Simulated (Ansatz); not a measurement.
**AlRu: single-point calculation (part 1 of 2)**

The run: single-point calculation of AlRu (Pm-3m, 32 atoms in the cell). Method and program: DFT PBE, scalar-relativistic, plane waves, PAW, no spin polarisation (Ansatz 0.2.0).

The structure derives from a Materials Project entry. It belongs to a series of runs on one base structure; here: the perfect crystal in a cell of 32 atoms. Figures and captions count atoms from 1; the log counts them from 0 in places.

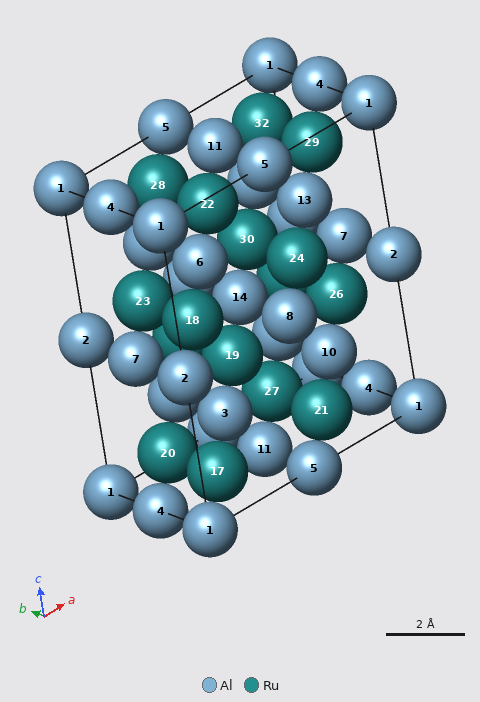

Figure 1. The structure as given in the input (spheres-only view of the cell of the calculation, seen slightly off an axis; atoms are numbered from 1 in the order of the input). An atom can appear more than once, as a periodic image.

## Input file
```yaml
crystal:
  lattice:
    - [6.0083537092, 0.0, -6.0083537092]
    - [6.0083537092, -6.0083537092, 0.0]
    - [0.0, -6.0083537092, -6.0083537092]
  atoms:
    - { symbol: Al, position: [0.0, 0.0, 1.0] }
    - { symbol: Al, position: [0.0, 0.0, 0.5] }
    - { symbol: Al, position: [0.25, 0.25, 0.25] }
    - { symbol: Al, position: [0.0, 0.5, 0.0] }
    - { symbol: Al, position: [0.5, 0.0, 0.0] }
    - { symbol: Al, position: [0.25, 0.25, 0.75] }
    - { symbol: Al, position: [0.0, 0.5, 0.5] }
    - { symbol: Al, position: [0.5, 0.0, 0.5] }
    - { symbol: Al, position: [0.25, 0.75, 0.25] }
    - { symbol: Al, position: [0.75, 0.25, 0.25] }
    - { symbol: Al, position: [0.5, 0.5, 0.0] }
    - { symbol: Al, position: [0.25, 0.75, 0.75] }
    - { symbol: Al, position: [0.75, 0.25, 0.75] }
    - { symbol: Al, position: [0.5, 0.5, 0.5] }
    - { symbol: Al, position: [0.75, 0.75, 0.25] }
    - { symbol: Al, position: [0.75, 0.75, 0.75] }
    - { symbol: Ru, position: [0.125, 0.125, 0.125] }
    - { symbol: Ru, position: [0.125, 0.125, 0.625] }
    - { symbol: Ru, position: [0.375, 0.375, 0.375] }
    - { symbol: Ru, position: [0.125, 0.625, 0.125] }
    - { symbol: Ru, position: [0.625, 0.125, 0.125] }
    - { symbol: Ru, position: [0.375, 0.375, 0.875] }
    - { symbol: Ru, position: [0.125, 0.625, 0.625] }
    - { symbol: Ru, position: [0.625, 0.125, 0.625] }
    - { symbol: Ru, position: [0.375, 0.875, 0.375] }
    - { symbol: Ru, position: [0.875, 0.375, 0.375] }
    - { symbol: Ru, position: [0.625, 0.625, 0.125] }
    - { symbol: Ru, position: [0.375, 0.875, 0.875] }
    - { symbol: Ru, position: [0.875, 0.375, 0.875] }
    - { symbol: Ru, position: [0.625, 0.625, 0.625] }
    - { symbol: Ru, position: [0.875, 0.875, 0.375] }
    - { symbol: Ru, position: [0.875, 0.875, 0.875] }
basis:
  ecutwfc: 420
  xc_grid: 2
kpoints:
  mp_grid: { grid: [4, 4, 4], shift: [0.0, 0.0, 0.0] }
hamiltonian:
  xc: pbe
scf:
  occupations: { method: gaussian, width: 0.1 }
output:
  forces: true
  stress: true
  eigenvalues: true
```

Machine: 4 threads of Intel Xeon (Granite Rapids), 32 GiB of memory available, shared host.

Launched with:
```bash
ansatz run input.yaml --threads 4 --pin off --max-ram 10240MiB --backend cpu --events-out ev --progress --plain --runs-dir out
```

## What the program printed
```
Engine: ansatz 0.2.0, x86_64-unknown-linux-gnu
Pseudopotentials: kind: paw
Pseudopotential: Al, paw, valence charge 3, recommended cutoff 420 eV (normal), Al.paw.azcp
Pseudopotential: Ru, paw, valence charge 16, recommended cutoff 420 eV (normal), Ru.paw.azcp
Functional definition: PBE
  parameter kappa = 0.804
  parameter beta = 0.06672455060314922
  exchange = pbe_x(kappa = kappa, mu = beta*pi^2/3)
  correlation = pbe_c(beta = beta)
Crystal: 32 atoms, lattice volume = 433.807 Å³
Basis set: ecut = 420 eV, 8441 PW (Γ), exchange–correlation on 120×120×120 points (8 copies of the dense FFT grid, shifted against one another)
Bands: 184, of which v1, the nominal top of the filled ones, is band 152 counted from 1 (151 counted from 0)
Symmetry: 768 space group operations
Space group: Pm-3m (ITA 221), of the structure as read, at distance tolerance 7.6e-5 Å
k-points: 8 of 64
Non-local potential: Al, projectors of the file, l = 0: 2, l = 1: 2, l = 2: 1
Non-local potential: Ru, projectors of the file, l = 0: 3, l = 1: 2, l = 2: 2, l = 3: 1
PAW form: soft (Blöchl's): semilocal exchange-correlation on the pseudo side does not see the compensation charge
PAW one-centre angular grid: Al, 110 points (default); XC on 64 Gauss nodes
PAW one-centre angular grid: Ru, 590 points (default); XC on 64 Gauss nodes
Initial density: superposition of atomic densities (neutral atoms: chi_scale 0, normalization atom), corrected by the library's trained network
Initial wavefunctions: pseudopotential atomic-orbital guess
Functional: x = pbe(κ = 0.804, μ = 0.2195149727645171), c = pbe(β = 0.06672455060314922)
SCF iter   1: F=—  HF=-102679.564872 eV  |F-HF|=—  |Δ(HF+E_count)|=         —  Δρ=2.17e-3  dr2=1.91e-2  ethr=1.77e-3  ⟨swp⟩=6.8  Hψ=5675  notcnv=0  defer=15
preconditioner: auto → Kerker (q_TF=auto, 2.571 Å⁻¹)  [metal: Δε(μ)=0.059 eV  Ē_g=5.778 eV  σ=0.100 eV  W_gap=0.32  n_scr=136 (ndim 8)  ℏωp=23.7 eV  f_vac=0.000  D(μ)=29.91/eV (n_scr^D=330)]
SCF iter   2: F=—  HF=-102679.566187 eV  |F-HF|=—  |Δ(HF+E_count)|=   1.31e-3  Δρ=1.10e-3  dr2=4.57e-3  ethr=6.29e-6  ⟨swp⟩=2.2  Hψ=2573  notcnv=0  defer=19
SCF iter   3: F=—  HF=-102679.565853 eV  |F-HF|=—  |Δ(HF+E_count)|=   3.33e-4  Δρ=1.65e-4  dr2=5.69e-5  ethr=1.50e-6  ⟨swp⟩=2.0  Hψ=2227  notcnv=0  defer=19
SCF iter   4: F=—  HF=-102679.567316 eV  |F-HF|=—  |Δ(HF+E_count)|=   1.46e-3  Δρ=4.24e-5  dr2=1.04e-5  ethr=1.87e-8  ⟨swp⟩=2.4  Hψ=2555  notcnv=0  defer=19
SCF iter   5: F=—  HF=-102679.567314 eV  |F-HF|=—  |Δ(HF+E_count)|=   1.64e-6  Δρ=9.16e-6  dr2=3.38e-7  ethr=3.43e-9  ⟨swp⟩=2.0  Hψ=1870  notcnv=0  defer=19
SCF iter   6: F=-102679.567314 eV  HF=-102679.567314 eV  |F-HF|=7.52e-9  |Δ(HF+E_count)|=   2.75e-8  Δρ=2.43e-6  dr2=1.85e-8  ethr=3.29e-11  ⟨swp⟩=13.6  Hψ=5687  notcnv=0
SCF 1 converged in 6 iterations: F = -102679.567314 eV  dr2 = 1.85e-8
  greatest PAW one-centre occupation: 0.998 electrons in one spin orbital (limit 2), on the Ru atom at site 31 (counted from 0), in its partial waves of l = 0
```

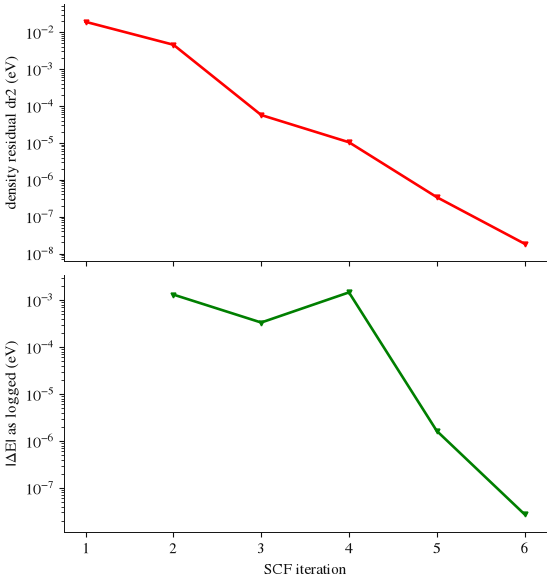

Figure 2. Convergence of the self-consistent field: density residual dr2 and size of the energy change against the SCF iteration. The residual falls at every step.

```
SCF converged after 6 iterations
Free energy (F): -102679.567314 eV
Harris-Foulkes:  -102679.567314 eV  (|F-HF|=7.52e-9)
Internal energy: -102679.419934 eV  (E = F + TS)
E sigma→0 (E₀):  -102679.493624 eV
Entropy (-TS):   -0.147380 eV (-4.606 meV/atom)
Fermi energy:    15.941784 eV
--- Per-component energies (eV) ---
  E_band       = -1979.370564
  E_kinetic    = 8684.070715
  E_local      = -28968.379732  (includes V_loc(G=0)·N_el)
  E_nonlocal   = 5673.655663
  E_hartree    = 10294.057597
  E_xc         = -3712.077690
  E_vxc        = -4326.909676  (∫ρ·V_xc dr)
  E_paw        = -62867.183240  (= ΣΔE_a)
  E_vpaw       = -3629.902497  (= ΣTr[D̂ρ^β])
  E_aug_tail   = -0.002712  (compensation charges beyond the density's cutoff)
  E_ewald      = -31783.560535
  E_smearing   = -0.147380  (= −TS)
  E_closure    = 0.000000  (closes the sum)
  Σ components = -102679.567314   (vs F -102679.567314, Δ=0.00e0)
--- Forces (eV/Å), atoms counted from 1 ---
  atom   1  Al     0.00000000     0.00000000    -0.00000000
  atom   2  Al     0.00000000    -0.00000000     0.00000000
  atom   3  Al     0.00000000     0.00000000     0.00000000
  atom   4  Al     0.00000000    -0.00000000     0.00000000
  atom   5  Al    -0.00000000    -0.00000000     0.00000000
  atom   6  Al     0.00000000    -0.00000000    -0.00000000
  atom   7  Al    -0.00000000    -0.00000000     0.00000000
  atom   8  Al    -0.00000000     0.00000000     0.00000000
  atom   9  Al    -0.00000000    -0.00000000    -0.00000000
  atom  10  Al     0.00000000    -0.00000000     0.00000000
  atom  11  Al     0.00000000    -0.00000000    -0.00000000
  atom  12  Al     0.00000000    -0.00000000    -0.00000000
  atom  13  Al     0.00000000    -0.00000000     0.00000000
  atom  14  Al     0.00000000     0.00000000    -0.00000000
  atom  15  Al     0.00000000    -0.00000000     0.00000000
  atom  16  Al     0.00000000    -0.00000000    -0.00000000
  atom  17  Ru     0.00000000    -0.00000000     0.00000000
  atom  18  Ru    -0.00000000    -0.00000000    -0.00000000
  atom  19  Ru     0.00000000    -0.00000000     0.00000000
  atom  20  Ru    -0.00000000     0.00000000     0.00000000
  atom  21  Ru     0.00000000    -0.00000000    -0.00000000
  atom  22  Ru    -0.00000000     0.00000000    -0.00000000
  atom  23  Ru    -0.00000000     0.00000000     0.00000000
  atom  24  Ru     0.00000000     0.00000000    -0.00000000
  atom  25  Ru     0.00000000     0.00000000    -0.00000000
  atom  26  Ru    -0.00000000     0.00000000     0.00000000
  atom  27  Ru    -0.00000000    -0.00000000     0.00000000
  atom  28  Ru     0.00000000     0.00000000     0.00000000
  atom  29  Ru    -0.00000000     0.00000000     0.00000000
  atom  30  Ru     0.00000000     0.00000000     0.00000000
  atom  31  Ru    -0.00000000    -0.00000000     0.00000000
  atom  32  Ru    -0.00000000    -0.00000000    -0.00000000
  max |Σ_I F_I| component: 1.17e-25 eV/Å
--- Stress (GPa, compression-positive) ---
       -0.084228       0.000000      -0.000000
        0.000000      -0.084228       0.000000
        0.000000      -0.000000      -0.084228
  P = ⅓ Tr σ = -0.0842 GPa (-0.842 kbar)
--- Band table (eV; the first three rows and the last of 8) ---
  k-point 0: bands = ["-55.8950", "-55.8802", "-55.8802", "-55.8802", "-55.8731", "-55.8731", "-55.8731", "-55.8731", "-55.8731", "-55.8731", "-55.8731", "-55.8731", "-55.8659", "-55.8659", "-55.8659", "-55.8515", "-26.0483", "-26.0483", "-26.0483", "-26.0233", "-26.0233", "-26.0233", "-26.0233", "-26.0233", "-26.0233", "-26.0019", "-26.0019", "-26.0019", "-25.9322", "-25.9322", "-25.9322", "-25.9322", "-25.9322", "-25.9322", "-25.9322", "-25.9322", "-25.9269", "-25.9269", "-25.9269", "-25.9269",
      "-25.9269", "-25.9269", "-25.9269", "-25.9269", "-25.9269", "-25.9269", "-25.9269", "-25.9269", "-25.9269", "-25.9269", "-25.9269", "-25.9269", "-25.8488", "-25.8488", "-25.8488", "-25.8319", "-25.8319", "-25.8319", "-25.8319", "-25.8319", "-25.8319", "-25.8146", "-25.8146", "-25.8146", "6.2842", "9.2323", "9.2323", "9.2323", "9.2323", "9.2323", "9.2323", "9.2323", "9.2323", "9.9099", "9.9099", "9.9099", "10.1086", "10.1086", "10.1086", "10.4100",
      "10.4100", "10.4100", "11.3208", "11.3208", "11.3208", "12.3835", "12.3835", "12.8721", "12.8721", "12.8721", "12.9859", "12.9859", "12.9859", "12.9859", "12.9859", "12.9859", "12.9859", "12.9859", "12.9859", "12.9859", "12.9859", "12.9859", "12.9859", "12.9859", "12.9859", "12.9859", "13.1720", "13.1720", "13.1720", "14.3100", "14.3100", "14.3100", "14.3100", "14.3100", "14.3100", "14.5194", "14.5194", "14.5194", "14.5194", "14.5194",
      "14.5194", "14.5425", "14.5425", "14.5425", "14.5425", "14.5425", "14.5425", "14.5425", "14.5425", "14.6291", "14.6291", "14.6291", "14.6291", "14.6291", "14.6291", "14.6291", "14.6291", "14.6291", "14.6291", "14.6291", "14.6291", "14.6291", "14.6291", "14.6291", "14.6291", "14.7431", "14.7431", "14.7431", "14.7431", "14.7431", "14.7431", "16.0633", "16.0633", "16.0633", "16.3116", "16.3116", "16.3116", "17.3941", "17.3941", "17.3941",
      "17.4850", "17.4850", "18.1346", "18.1346", "18.1346", "18.3742", "19.9741", "19.9741", "19.9741", "21.1088", "21.1088", "21.1088", "21.1726", "21.1726", "21.1726", "21.1726", "21.1726", "21.1726", "21.1726", "21.1726", "21.1726", "21.1726", "21.1726", "21.1726"]
```
